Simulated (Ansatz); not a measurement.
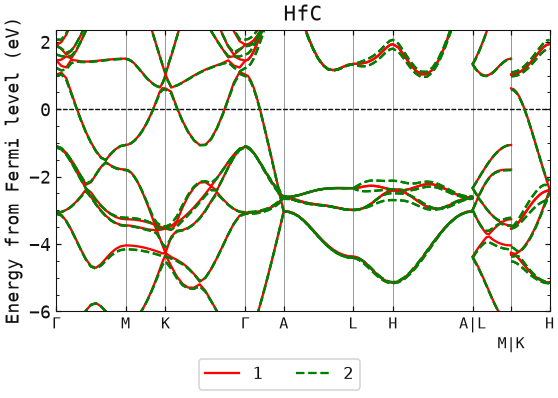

Band structures of NiAs-type HfC, space group P6_3/mmc, 4 atoms in the cell (a = 3.343 Å, c = 5.203 Å (hexagonal axes)), by two methods on the same cell. Each is counted from its own Fermi level.

Question: Which curve is which? The methods: PBEsol, PBEsol+SOC.

Answer: 1 is PBEsol; 2 is PBEsol+SOC. PBEsol gives a metal and PBEsol+SOC gives a metal. Spin-orbit coupling splits levels that are degenerate without it.

Settings. PBEsol: Ansatz PAW, no spin polarisation, no spin-orbit coupling, 9×9×5 k mesh, 420 eV cutoff, Fermi-Dirac smearing of 0.05 eV (Ansatz). PBEsol+SOC: Ansatz PAW, spin-orbit coupling, no magnetisation, 9×9×5 k mesh, 420 eV cutoff, Fermi-Dirac smearing of 0.05 eV (Ansatz).

The cell is at −7 GPa in PBEsol and −8 GPa in PBEsol+SOC. The PAW data sets were made with another functional. The usual form of HfC is rocksalt.
